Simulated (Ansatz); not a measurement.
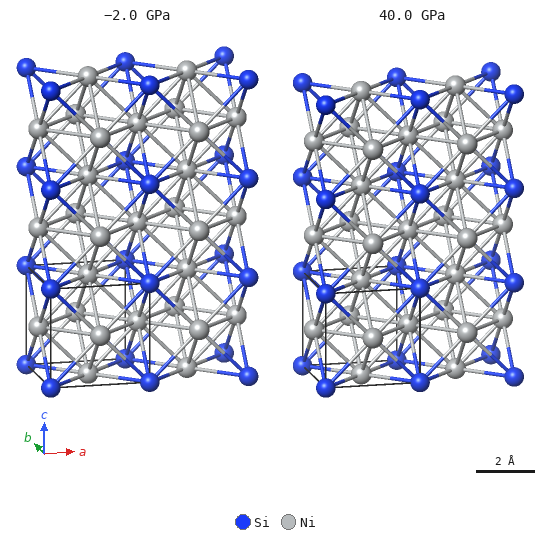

A crystal of SiNi3 (set up in Pm-3m), relaxed (cell and atoms) at several target pressures. The picture shows the first and the last member. The picture is a ball-and-stick view of the cell of the calculation, repeated 2 × 1 × 3 with one cell outlined, seen slightly off an axis.

Computed with Ansatz 0.2.0: DFT PBE, scalar-relativistic, plane waves, PAW. Set-up: plane-wave cutoff 420 eV; k-point mesh 12 × 12 × 12; occupations gaussian; smearing width 0.1 eV; no spin polarisation; cell and atoms relaxed; force threshold 0.008 eV/Å.

```json
{"pressure (GPa)": "−2.0", "volume (Å³/atom)": "10.879", "a (Å)": "3.517"}
{"pressure (GPa)": "0.0", "volume (Å³/atom)": "10.776", "a (Å)": "3.506"}
{"pressure (GPa)": "2.0", "volume (Å³/atom)": "10.678", "a (Å)": "3.496"}
{"pressure (GPa)": "5.0", "volume (Å³/atom)": "10.537", "a (Å)": "3.480"}
{"pressure (GPa)": "10.0", "volume (Å³/atom)": "10.330", "a (Å)": "3.457"}
{"pressure (GPa)": "20.0", "volume (Å³/atom)": "?", "a (Å)": "?"}
{"pressure (GPa)": "40.0", "volume (Å³/atom)": "9.408", "a (Å)": "3.351"}
```

**One row is withheld. What does the calculation give there?**

Murnaghan's form V = V₀(1 + B′P/B₀)^(−1/B′), with V₀ = 10.776 Å³ from the row at zero pressure, fits the other rows with B₀ = 214 GPa and B′ = 4.48 (largest miss 0.002 Å³). At 20.0 GPa it gives 10.776 × (1 + 4.48 × 20.0/214)^(−1/4.48) = 9.967 Å³ per atom. The calculation gives 9.970 Å³/atom (a = 3.416 Å). The estimate is 0.003 Å³/atom too low. From the first member to the last: Ni–Si 2.487 → 2.370 Å, Ni–Ni 2.487 → 2.370 Å.

The whole series:

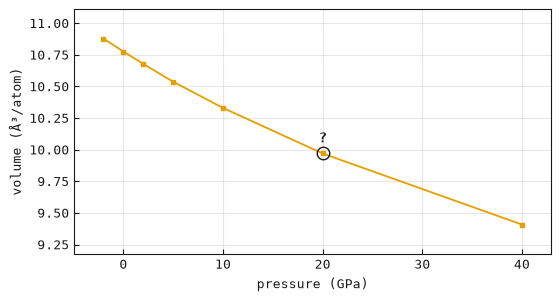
